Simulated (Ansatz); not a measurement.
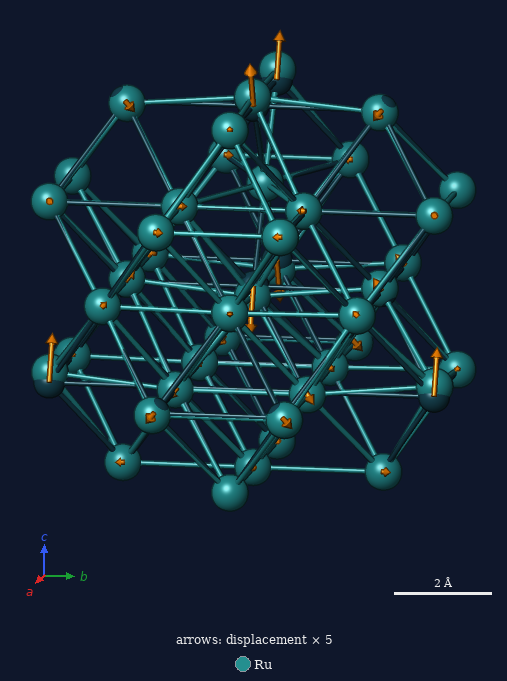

A relaxation of a defect cell of composition Ru (started half-way along a vacancy jump, in the symmetry of that start). The starting structure is drawn faded, the final one solid; orange arrows show the displacements, magnified 5 times.

A ball-and-stick model of the atoms within 5.0 Å of the atom that moves most (axes of the conventional cell (2 times the calculation's cell) (origin shifted)), seen slightly off an axis. Lengths and directions refer to the drawn axes.

Level of theory: DFT PBE, scalar-relativistic, plane waves, PAW (Ansatz 0.2.0). (plane-wave cutoff 420 eV; k-point mesh 4 × 4 × 4; occupations gaussian; smearing width 0.1 eV; no spin polarisation; atoms relaxed in a fixed cell; force threshold 0.02 eV/Å; at most 60 steps)

Describe the change and its energy.

Answer. The largest moves, 0.21 Å, are those of Ru atoms. The lattice vectors keep their values. Among the contacts that change: Ru–Ru 2.333 → 2.539 Å, Ru–Ru 2.694 → 2.850 Å, Ru–Ru 2.694 → 2.584 Å, Ru–Ru 2.694 → 2.610 Å. Over 5 geometry steps the energy falls by 1.247 eV per cell of the calculation. The largest force component goes from 2.7 to 0.0024 eV/Å. The run took 2.4 min on 4 threads of Intel(R) Xeon(R) Processor @ 2.30GHz, with other jobs on the host, peak memory 2 GiB.

Limits of the set-up: the periodic images lie only 8.1 Å apart, so the values are limited by the cell's size.
